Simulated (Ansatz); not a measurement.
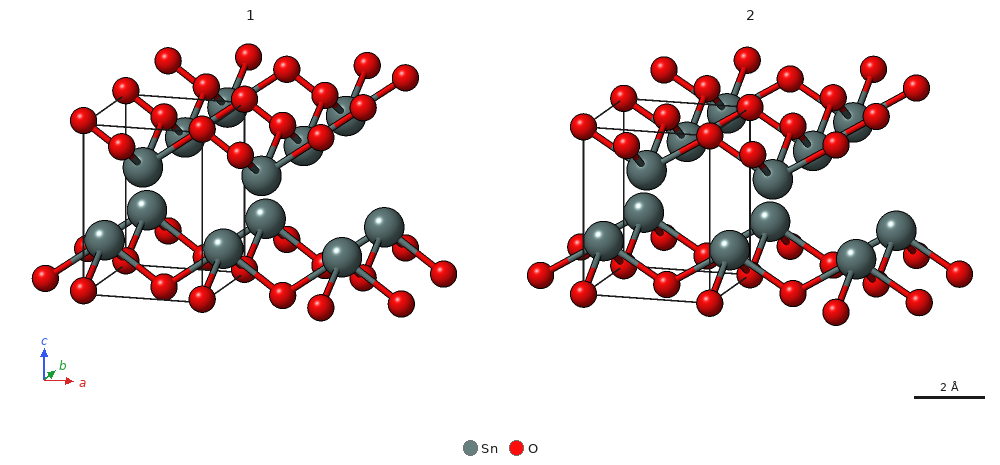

Two geometries of solid SnO (set up in P4/nmm): one is the relaxed structure, the other was perturbed away from it. Style: ball-and-stick. Shown: the cell of the calculation, repeated 2 × 2 × 1 with one cell outlined, slightly off an axis.

Level of theory: DFT r2SCAN, scalar-relativistic, plane waves, PAW in Ansatz. Set-up: plane-wave cutoff 500 eV; k-point mesh 10 × 10 × 8; occupations gaussian; smearing width 0.01 eV; no spin polarisation.

Q: Which one is perturbed?

A: Structure 1 is the perturbed one. Uniaxial strain along a, −6.0 %, is applied. The b and c axes and the atoms are relaxed. Energy change: +4.5 meV per atom. Pressure: 0.0 GPa before, 0.5 GPa after. The principal stresses (compression positive) are 1.4 GPa along a and none across it. Cell: a 3.808 → 3.579 Å (−6.0 %), b 3.808 → 4.003 Å (+5.1 %), c 4.936 → 5.018 Å (+1.7 %). Volume +0.5 %. The largest moves relative to the cell, 0.10 Å, are those of O atoms. Largest moves by element: O 0.10 Å, Sn 0.01 Å. Among the bonded contacts that change: O–Sn 2.223 → 2.185 to 2.260 Å. The space group (tolerance 0.01 Å) goes from P4/nmm (No. 129) to Pmmn (No. 59).

Limits of the set-up: layers or molecules are held without a dispersion correction, so their spacing is unreliable.
